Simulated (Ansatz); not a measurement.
Al₂Cu: single-point calculation (part 2 of 2)

The same run, continued: Al₂Cu (slab, 18 atoms in the cell); DFT r2SCAN, scalar-relativistic, plane waves, PAW, no spin polarisation (Ansatz 0.2.0); cutoff 500 eV, 9×6×1 k-mesh, Gaussian smearing of 0.1 eV. The structure derives from a Materials Project entry. It belongs to a series of runs on one base structure; here: (1 0 0) slab cut from the bulk.

Geometry of the input (Å; fractional positions):
```
4.0547  0.0000  0.0000
0.0000  5.7340  0.0000
0.0000  0.0000  25.1368
Al 0.0000  0.2500  0.2984
Al 0.0000  0.7500  0.2984
Cu 0.5000  0.0000  0.2984
Al 0.5000  0.7500  0.3790
Al 0.5000  0.2500  0.3790
Cu 0.0000  0.5000  0.3790
Al 0.0000  0.2500  0.4597
Al 0.0000  0.7500  0.4597
Cu 0.5000  0.0000  0.4597
Al 0.5000  0.7500  0.5403
Al 0.5000  0.2500  0.5403
Cu 0.0000  0.5000  0.5403
Al 0.0000  0.2500  0.6210
Al 0.0000  0.7500  0.6210
Cu 0.5000  0.0000  0.6210
Al 0.5000  0.7500  0.7016
Al 0.5000  0.2500  0.7016
Cu 0.0000  0.5000  0.7016
```

Output, continued:
```
--- Forces (eV/Å), atoms counted from 1 ---
  atom   1  Al     0.00000000     0.03672038     0.05707227
  atom   2  Al     0.00000000    -0.03672038     0.05707227
  atom   3  Cu     0.00000000     0.00000000     0.11132520
  atom   4  Al     0.00000000     0.03627972    -0.14182454
  atom   5  Al     0.00000000    -0.03627972    -0.14182454
  atom   6  Cu     0.00000000     0.00000000    -0.01914026
  atom   7  Al     0.00000000    -0.00693817    -0.01441826
  atom   8  Al     0.00000000     0.00693817    -0.01441826
  atom   9  Cu     0.00000000     0.00000000     0.04232455
  atom  10  Al     0.00000000    -0.00693226     0.01439692
  atom  11  Al     0.00000000     0.00693226     0.01439692
  atom  12  Cu     0.00000000     0.00000000    -0.04231906
  atom  13  Al     0.00000000     0.03629701     0.14184856
  atom  14  Al     0.00000000    -0.03629701     0.14184856
  atom  15  Cu     0.00000000     0.00000000     0.01914099
  atom  16  Al     0.00000000     0.03669998    -0.05706136
  atom  17  Al     0.00000000    -0.03669998    -0.05706136
  atom  18  Cu     0.00000000     0.00000000    -0.11141236
  max |Σ_I F_I| component: 5.37e-5 eV/Å
--- Stress (GPa, compression-positive) ---
       -1.163563       0.000000       0.000000
        0.000000      -0.946845       0.000000
        0.000000       0.000000      -0.129247
  P = ⅓ Tr σ = -0.7466 GPa (-7.466 kbar)
--- Band table (eV; the first three rows and the last of 20) ---
  k-point 0: bands = ["-115.6042", "-115.6040", "-115.5378", "-115.5376", "-114.9579", "-114.9577", "-71.3993", "-71.3990", "-71.3922", "-71.3920", "-71.3878", "-71.3876", "-71.3321", "-71.3319", "-71.3313", "-71.3312", "-71.3271", "-71.3269", "-70.8290", "-70.8288", "-70.7700", "-70.7699", "-70.6912", "-70.6910", "-8.4266", "-7.7296", "-6.6595", "-5.3024", "-4.1209", "-3.9871", "-3.8509", "-3.6764", "-3.1899", "-3.1475", "-3.0220", "-2.8237", "-2.6240", "-2.5610", "-2.5164", "-2.5021", "-2.3430", "-2.3414", "-2.2864", "-2.1732", "-2.0561", "-2.0356", "-2.0328", "-1.9754", "-1.9541", "-1.9047", "-1.8764", "-1.8398", "-1.7257", "-1.6719", "-1.6716", "-1.6259", "-1.5328", "-1.5007", "-1.4405", "-1.3516", "-1.3371", "-1.1892", "-0.8250", "-0.8160", "-0.8058", "0.1076", "0.1885", "0.2508", "0.3025", "0.7126", "1.0668", "1.8355", "1.9574", "2.1411", "3.3732", "3.4629", "3.6951", "3.9784", "4.0042", "4.7631", "4.7719", "4.8628", "5.2229", "5.4631", "5.5424", "5.8086", "5.9552", "5.9604", "6.1719", "6.4148", "6.7627", "6.9435", "7.1777"]
  k-point 1: bands = ["-115.6042", "-115.6040", "-115.5378", "-115.5376", "-114.9579", "-114.9577", "-71.3993", "-71.3990", "-71.3922", "-71.3920", "-71.3878", "-71.3876", "-71.3321", "-71.3319", "-71.3313", "-71.3312", "-71.3271", "-71.3269", "-70.8290", "-70.8288", "-70.7700", "-70.7699", "-70.6912", "-70.6910", "-8.2952", "-7.6015", "-6.5415", "-5.2929", "-5.1922", "-4.7258", "-3.6453", "-3.6091", "-3.1085", "-2.9954", "-2.8412", "-2.6597", "-2.5994", "-2.5193", "-2.4897", "-2.4617", "-2.3559", "-2.2941", "-2.2684", "-2.2300", "-2.1338", "-2.0007", "-1.9831", "-1.9808", "-1.9355", "-1.9173", "-1.8920", "-1.8598", "-1.7067", "-1.6829", "-1.6728", "-1.6722", "-1.4897", "-1.4697", "-1.3364", "-1.3291", "-1.2693", "-1.2297", "-1.2295", "-0.8053", "-0.3095", "0.1754", "0.3707", "0.4850", "0.7429", "0.8532", "1.2129", "1.5873", "2.2408", "2.6937", "3.1918", "3.4375", "3.4629", "3.9910", "4.0973", "4.1884", "4.2507", "4.5279", "4.9187", "4.9593", "5.9809", "6.1250", "6.1756", "6.2643", "6.4096", "6.7320", "6.8390", "6.8460", "6.8896"]
  k-point 2: bands = ["-115.6042", "-115.6040", "-115.5378", "-115.5376", "-114.9579", "-114.9577", "-71.3992", "-71.3991", "-71.3922", "-71.3920", "-71.3878", "-71.3876", "-71.3321", "-71.3319", "-71.3313", "-71.3312", "-71.3271", "-71.3269", "-70.8290", "-70.8288", "-70.7700", "-70.7699", "-70.6912", "-70.6910", "-7.9029", "-7.2202", "-6.3648", "-6.2053", "-5.7228", "-5.1999", "-4.1925", "-3.5408", "-3.2799", "-2.9754", "-2.7916", "-2.6287", "-2.4511", "-2.4467", "-2.4271", "-2.3783", "-2.3781", "-2.3042", "-2.2492", "-2.2426", "-2.2001", "-2.0385", "-1.9786", "-1.9553", "-1.9485", "-1.9408", "-1.9270", "-1.8932", "-1.6956", "-1.6837", "-1.6782", "-1.5415", "-1.4675", "-1.4435", "-1.3729", "-1.3392", "-1.3159", "-1.3147", "-1.1269", "-0.3071", "-0.2198", "0.8571", "0.9828", "0.9936", "1.2413", "1.6347", "1.7426", "1.8327", "2.5031", "2.7443", "2.9236", "3.0616", "3.2613", "3.3721", "3.7601", "3.8348", "3.8629", "4.4043", "5.1902", "5.2230", "5.2608", "5.6874", "6.0370", "6.0661", "6.2767", "6.6117", "6.6219", "6.6695", "6.6942"]
  k-point 19: bands = ["-115.6042", "-115.6040", "-115.5378", "-115.5376", "-114.9579", "-114.9577", "-71.3992", "-71.3990", "-71.3923", "-71.3921", "-71.3878", "-71.3876", "-71.3321", "-71.3319", "-71.3313", "-71.3312", "-71.3272", "-71.3270", "-70.8291", "-70.8289", "-70.7700", "-70.7699", "-70.6912", "-70.6910", "-5.6424", "-5.6424", "-4.9566", "-4.9566", "-4.3369", "-4.3369", "-4.0041", "-4.0041", "-3.8443", "-3.8443", "-3.3832", "-3.3832", "-2.6650", "-2.6650", "-2.4566", "-2.4566", "-2.4009", "-2.4008", "-2.3215", "-2.3215", "-2.0924", "-2.0924", "-1.9332", "-1.9331", "-1.9152", "-1.9151", "-1.8894", "-1.8893", "-1.8101", "-1.8100", "-1.7924", "-1.7924", "-1.6406", "-1.6406", "-1.5328", "-1.5328", "-1.4561", "-1.4560", "-1.3273", "-1.3272", "-1.2600", "-1.2599", "-0.9828", "-0.9828", "0.1442", "0.1442", "0.3611", "0.3611", "1.3444", "1.3444", "2.2436", "2.2436", "2.8043", "2.8043", "3.6606", "3.6606", "5.0399", "5.0399", "5.4587", "5.4587", "5.7496", "5.7496", "6.1784", "6.1784", "6.3839", "6.3839", "6.4679", "6.4679", "6.8836"]
```

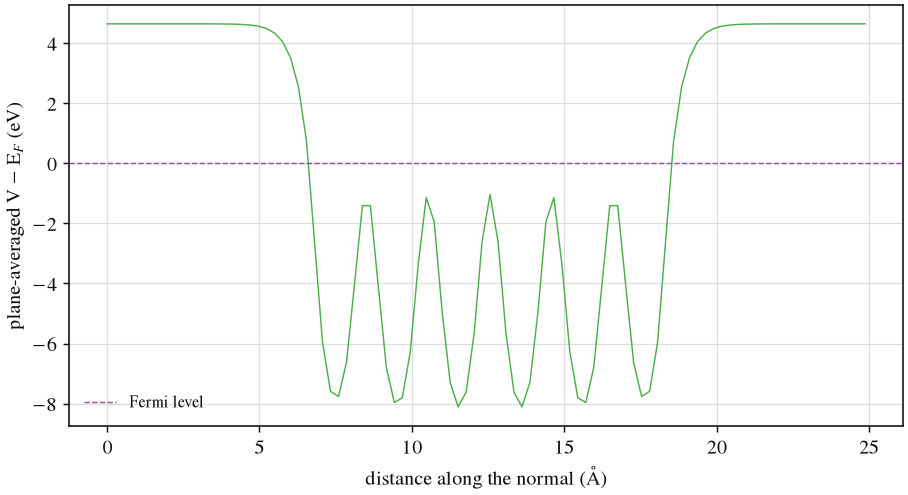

Figure 1. Plane average of the electrostatic potential energy of an electron across the cell, from the Fermi level. The vacuum level lies 4.64 eV above the Fermi level.

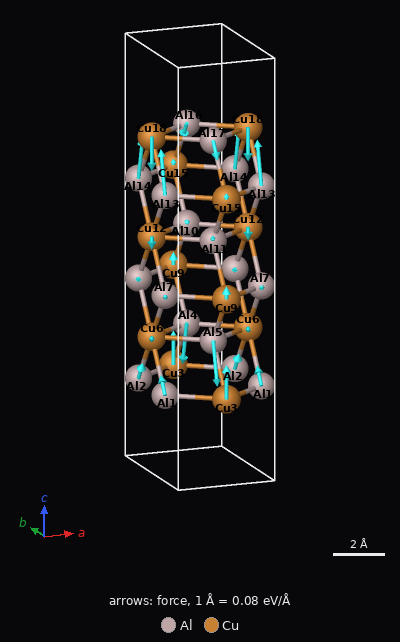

Figure 2. Forces on the atoms as teal arrows (ball-and-stick view of the cell of the calculation, with the vacuum cut short, seen slightly off an axis; atoms are numbered from 1 in the order of the input). The largest act on Al4, Al5, Al13, Al14 (0.15 eV/Å); Cu3, Cu18 (0.11 eV/Å); Al1, Al2, Al16, Al17 (0.07 eV/Å). The geometry is not a stationary point of this energy.

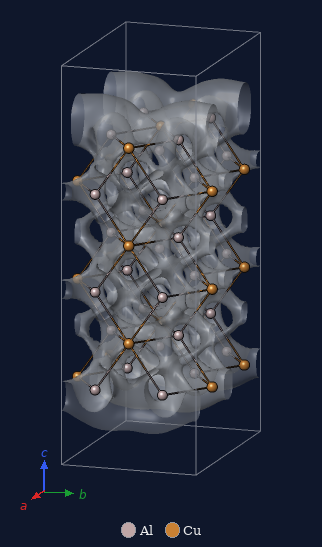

Figure 3. Isosurface of the ELF at 0.6 (grey), seen slightly off an axis. Core shells and regions of very low density are left out. Sticks mark near contacts. Profiles from the grid: Al–Cu (2.48 Å): the ELF peaks at about 0.70 between the atoms. Core electrons are frozen (PAW), so the fields are smoothed inside the atomic spheres.

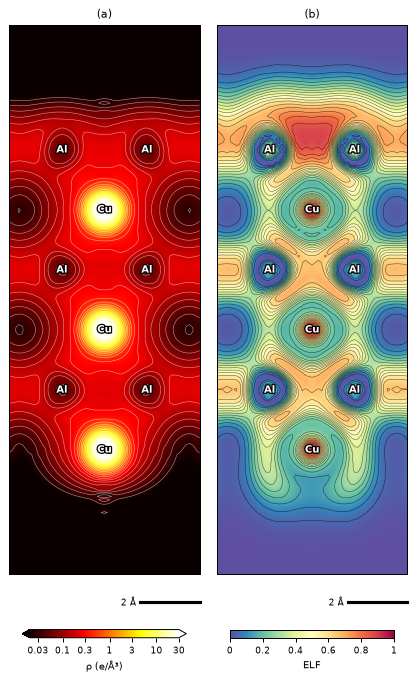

Figure 4. (a) valence charge density (pseudo); (b) electron localisation function on the (100) plane of the calculation cell, a cut from vacuum to vacuum. Al–Cu (2.48 Å): ρ at the midpoint is about 0.32 e/Å³; the ELF peaks at about 0.65 between the atoms. The density dies away to nearly zero in the vacuum. The strong features right at Cu lie inside the PAW spheres (semicore, d or f shells) and say nothing about bonding.

Key numbers:

| quantity | value |
| --- | --- |
| outcome | converged |
| electrons treated | 150 |
| free energy | −46271.9316 eV |
| work function, top face | 4.64 eV |
| work function, bottom face | 4.64 eV |
| Fermi energy | 2.164 eV |
| gap on the k-point mesh | none (metallic) |
| work function (upper face) | 4.64 eV |
| largest force (length of the vector) | 0.146 eV/Å |
| hardware | 2 threads of Intel Xeon @ 2.90GHz (Ice Lake), 192 GiB of memory available, shared host |
| wall time | 2.7 min (CPU time 5.3 min) |
| peak memory | 2.4 GiB |

Notes:

The program warns: the exchange-correlation potential is rough where the density is thin.
